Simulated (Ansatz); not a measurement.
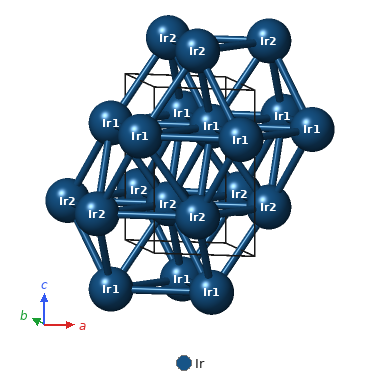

The system is Ir (P6_3/mmc, No. 194; 2 atoms in the cell); the picture shows the reference structure. 
- The energy is mapped over the lattice constants a and c of the conventional cell.
- First axis: lattice constant a (and b). Second axis: lattice constant c.
- Nothing is relaxed (symmetry fixes all fractional coordinates).
- The grid has 7 × 7 points.
- Points are written as (first, second).
- Energies are in meV/atom, from the lowest grid point.
- All numbers below come from DFT LDA, scalar-relativistic, plane waves, PAW in Ansatz 0.2.0. Settings: cutoff 420 eV, k-mesh 18×18×10 in the order of the run's cell vectors, gaussian smearing 0.15 eV, no spin polarisation.

Its coordinates:

```xyz
2
Lattice="2.7052 0.0000 0.0000 -1.3526 2.3428 0.0000 0.0000 0.0000 4.3862" Properties=species:S:1:pos:R:3 pbc="T T T"
Ir    1.3526    0.7809    3.2897
Ir    0.0000    1.5619    1.0966
```

Range: lattice constant a (and b) from 2.516 to 2.895 Å; lattice constant c from 4.167 to 4.606 Å.

Q: Predict the map.

A: The lowest grid point is at (2.705 Å, 4.386 Å). No other kind of well shows on this grid. The highest grid point, (2.516 Å, 4.167 Å), lies 825 meV/atom above the lowest. Round the minimum the valley is somewhat tilted: raising lattice constant a (and b) shifts the best value of lattice constant c downwards (coupling k₁₂/√(k₁₁k₂₂) about 0.5).

| lattice constant c ↓, lattice constant a (and b) → | 2.516 | 2.579 | 2.642 | 2.705 | 2.768 | 2.832 | 2.895 |
| --- | --- | --- | --- | --- | --- | --- | --- |
| 4.606 | 416 | 168 | 61 | 64 | 149 | 296 | 489 |
| 4.532 | 431 | 165 | 43 | 30 | 101 | 236 | 419 |
| 4.459 | 464 | 179 | 38 | 8 | 64 | 186 | 357 |
| 4.386 | 517 | 210 | 48 | 0 | 40 | 148 | 304 |
| 4.313 | 593 | 261 | 77 | 9 | 32 | 122 | 262 |
| 4.240 | 694 | 335 | 127 | 38 | 40 | 110 | 232 |
| 4.167 | 825 | 436 | 202 | 88 | 67 | 115 | 216 |

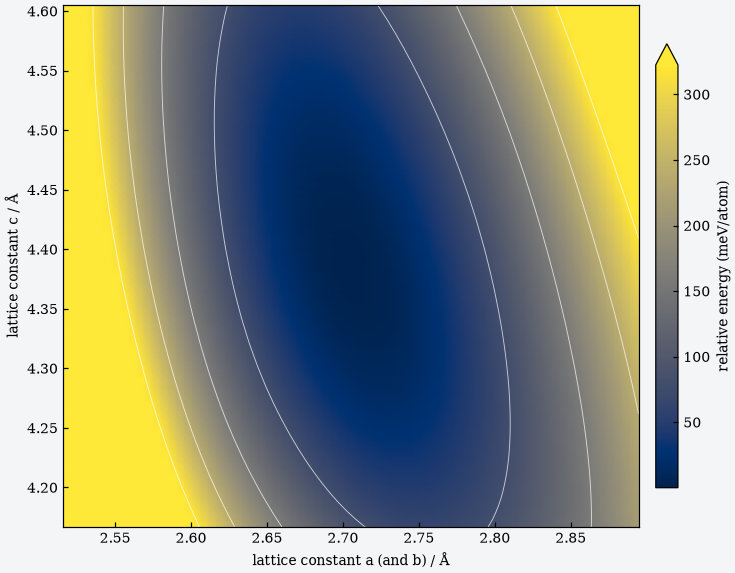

The picture shows a smooth colour map with a few white contour lines, one colour for all values above the top of the scale. Between grid points the surface is interpolated.

Each point was launched as `ansatz run input.yaml --threads 1 --pin off --max-ram 2048MiB --backend cpu --events-out ev --progress --plain --runs-dir out`. The whole map (49 points run) took 8.8 min on 1 thread of Arm Neoverse N1, on a shared host.

PAW datasets: the set soft_1.
